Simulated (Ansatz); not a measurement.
The calculation's input:

```
crystal:
  lattice:
    - [0.0, 3.1454110528, 3.1454110528]
    - [3.1454110528, 0.0, 3.1454110528]
    - [3.1454110528, 3.1454110528, 0.0]
  atoms:
    - { symbol: Mg, position: [0.25, 0.25, 0.25] }
    - { symbol: Mg, position: [0.75, 0.75, 0.75] }
    - { symbol: Ge, position: [0.0, 0.0, 0.0] }
basis:
  ecutwfc: 420
kpoints:
  mp_grid: { grid: [10, 10, 10] }
hamiltonian:
  xc: pbe
scf:
  occupations: { method: gaussian, width: 0.01 }
output:
  forces: true
  stress: true
  eigenvalues: true
  write_density: true
  write_potential: true
  elf: true
  volumetric_format: npy
```

Command:

```sh
ansatz run input.yaml --threads 1 --pin off --max-ram 2560MiB --backend cpu --events-out ev --progress --plain --runs-dir out
```

Below, planes, directions and counts refer to the conventional cell (a = 6.29 Å, b = 6.29 Å, c = 6.29 Å, α = 90.00°, β = 90.00°, γ = 90.00°).

Space group Fm-3m; changed on purpose from its base cell (volume × 0.94); computed pressure about 3 GPa in this cell.

Theory: Ansatz, DFT PBE, scalar-relativistic, plane waves, PAW.

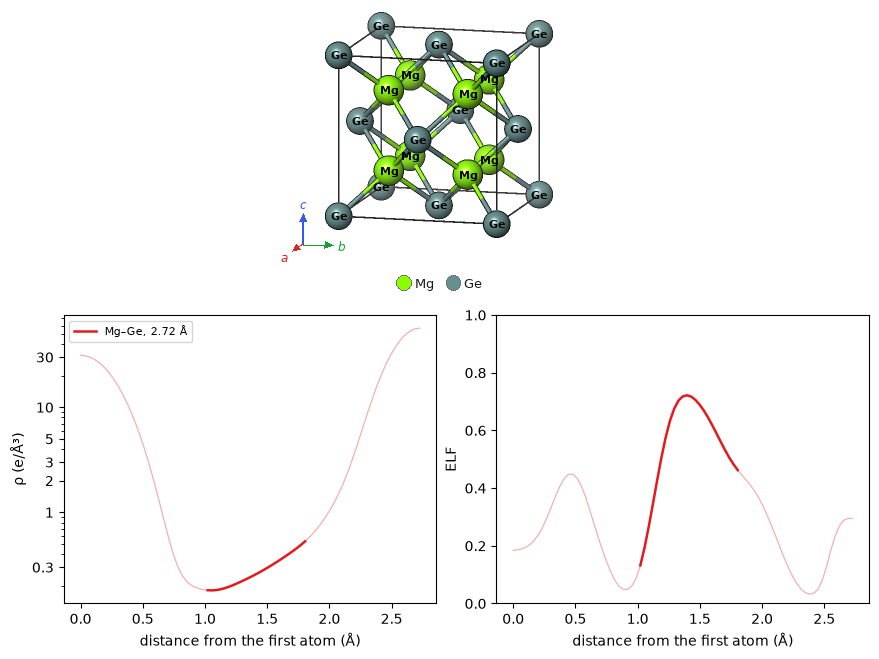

Mg$_{2}$Ge. Valence electron density and electron localisation function along straight lines between neighbouring atoms. Thin, pale parts lie inside the atomic spheres. The structure is drawn too.

Core electrons are frozen (PAW), and the valence fields are smoothed inside the atomic spheres.

What can be read from the curves?

Mg–Ge (2.72 Å): ρ at the midpoint is about 0.24 e/Å³, with its minimum of 0.18 e/Å³ about 1.1 Å from Mg; the ELF peaks at about 0.70 in the valence shell of Ge, 1.3 Å from its nucleus, and is about 0.70 at the midpoint.
